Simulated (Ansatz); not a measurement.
System: CuO (space group Fm-3m).

How it was computed, with Ansatz 0.2.0 development build: equation of state of a cubic crystal from periodic Kohn-Sham density functional theory without spin, third-order Birch-Murnaghan fit to the free energies; pressure corrected for the finite basis.

structure type rock salt; atoms in cell 2; space group number 225; lattice centring face-centred primitive; occupation method Fermi–Dirac; datasets soft-1 PAW; density tolerance 1e−07 eV; bands 17; density cutoff ratio 4; search for lower states default.

Settings that differ: r2SCAN: wave cutoff 500 eV, k mesh 14×14×14, occupation width 0.1 eV; PBE: wave cutoff 420 eV, k mesh 22×22×22, occupation width 0.0612 eV.

What does the calculation give for the pressure against volume, with one curve for each functional? The cases: r2SCAN; PBE.

The fitted equilibrium volumes, smallest first, are r2SCAN 9.182, PBE 9.555 Å³/atom. The fitted bulk moduli, smallest first, are PBE 178, r2SCAN 205 GPa. For r2SCAN, the pressure falls from 10.0 GPa at volume 8.7887 Å³/atom to −13.4 GPa at 9.9351 Å³/atom, and changes sign near 9.19 Å³/atom. For PBE, the pressure falls from 12.8 GPa at volume 8.98 Å³/atom to −9.0 GPa at 10.13 Å³/atom, and changes sign near 9.55 Å³/atom.

r2SCAN:
```json
{"volume (Å³/atom)": "8.7887", "pressure (GPa)": "10.0"}
{"volume (Å³/atom)": "9.0753", "pressure (GPa)": "2.5"}
{"volume (Å³/atom)": "9.3619", "pressure (GPa)": "-3.8"}
{"volume (Å³/atom)": "9.6485", "pressure (GPa)": "-9.0"}
{"volume (Å³/atom)": "9.9351", "pressure (GPa)": "-13.4"}
```

PBE:
```json
{"volume (Å³/atom)": "8.98", "pressure (GPa)": "12.8"}
{"volume (Å³/atom)": "9.17", "pressure (GPa)": "8.0"}
{"volume (Å³/atom)": "9.36", "pressure (GPa)": "3.8"}
{"volume (Å³/atom)": "9.55", "pressure (GPa)": "0.0"}
{"volume (Å³/atom)": "9.74", "pressure (GPa)": "-3.3"}
{"volume (Å³/atom)": "9.94", "pressure (GPa)": "-6.3"}
{"volume (Å³/atom)": "10.13", "pressure (GPa)": "-9.0"}
```

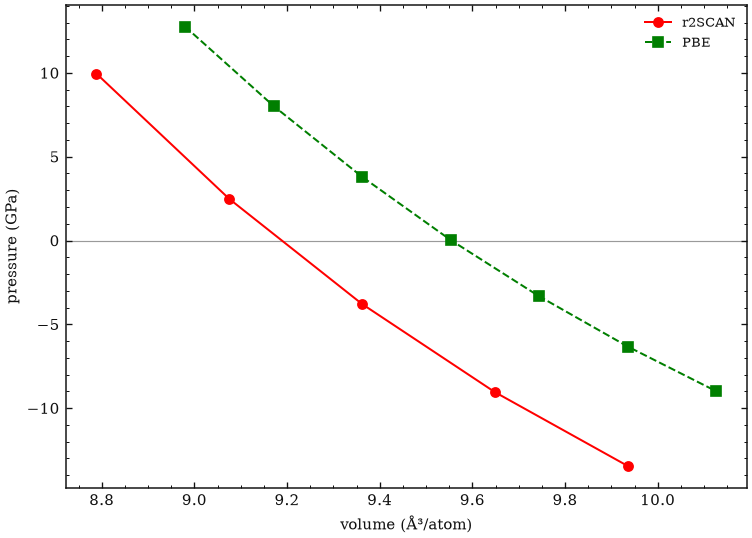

Keep in mind: cubic model structure, not the ambient form; modest k-mesh, values are not fully converged in k (PBE); no spin polarisation, a magnetic state may lie lower.
